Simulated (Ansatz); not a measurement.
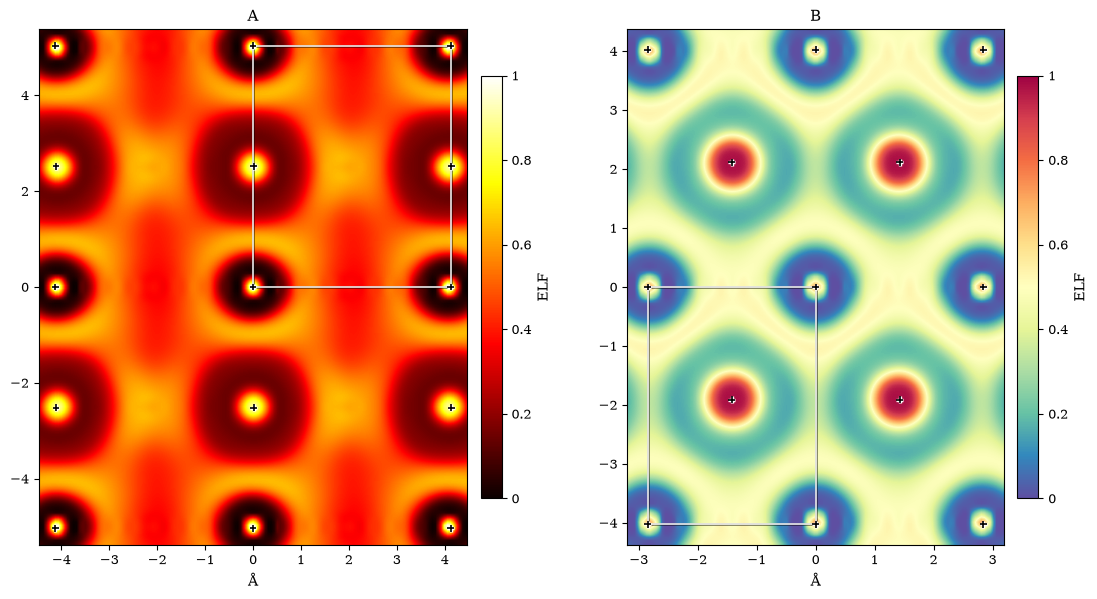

The ELF of 2 systems, each on a plane through atoms (crosses mark nuclei in the plane).

These are results of DFT PBE, scalar-relativistic, plane waves, PAW (Ansatz 0.2.0), not measurements.

System 1: AlNi, the (011̄) plane of the conventional cell. Space group P4mm; a point of a scan over the structure, not its minimum; changed on purpose from its base cell (mode 6 frozen in at -0.100 Å, equal normal strain along x, y and z -0.0167); not relaxed (largest force 1.0 eV/Å); computed pressure about 10 GPa in this cell; computed without spin polarisation; PAW files of the earlier set (soft_1).

```
CELL_PARAMETERS angstrom
2.84442 0.00000 0.00000
0.00000 2.84442 0.00000
0.00000 0.00000 2.84442
ATOMIC_POSITIONS crystal
Al 0.00000 0.00000 0.96543
Ni 0.50000 0.50000 0.51589
```

System 2: Al₂Cu, the (110) plane of the conventional cell. Space group Pmm2; a point of a scan over the structure, not its minimum; a structure from a database of computed crystals, not necessarily the ambient phase; not relaxed (largest force 1.2 eV/Å); computed without spin polarisation; PAW files of the earlier set (soft_1).

```xyz
3
Lattice="0.0000 0.0000 2.8847 4.1212 0.0000 0.0000 0.0000 4.1212 0.0000" Properties=species:S:1:pos:R:3 pbc="T T T"
Al    2.0606    0.0242    1.4424
Al    0.0000    1.9541    1.4424
Cu    0.0000    0.0349    0.0000
```

**Match each panel to its system.**

Panel A is system 2, Al₂Cu: the plane holds Al and Cu. Al–Cu (2.52 Å): the ELF peaks at about 0.65 between the atoms. Panel B is system 1, AlNi: the plane holds Al and Ni. Al–Ni (2.38 Å): the ELF is about 0.40 at the midpoint.
